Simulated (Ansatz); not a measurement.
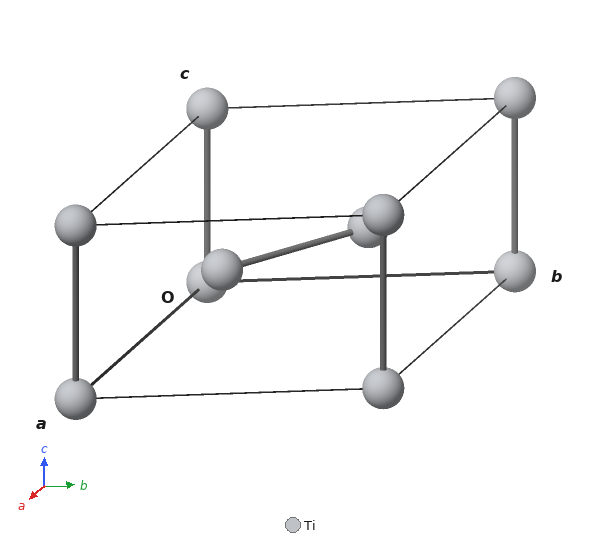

Crystal: Ti, the end point of a relaxation with DFT PBE, scalar-relativistic, plane waves, PAW (Ansatz 0.2.0). One unit cell is drawn above. Symmetry computed with spglib at a tolerance of 0.002 Å; standard conventional cell.

```
Ti
1.0
     4.57954    0.00000    0.00000
    -2.28977    3.96599    0.00000
     0.00000    0.00000    2.83217
Ti
3
Direct
  0.00000 0.00000 0.00000
  0.33333 0.66667 0.50000
  0.66667 0.33333 0.50000
```

What is its point group?

Answer. 6/mmm (D6h), order 24, hexagonal system: one sixfold axis, six twofold axes, seven mirror planes, an inversion centre.

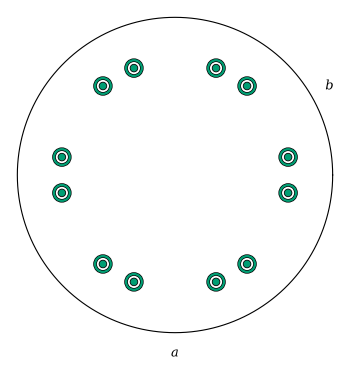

Stereographic projection: filled dots lie in the upper hemisphere, open rings in the lower. The poles are one general form. The c axis points at the viewer.

What does this class allow?

Answer. Class 6/mmm is centrosymmetric, so neither piezoelectric nor pyroelectric; it is not chiral. Its Laue class is 6/mmm.
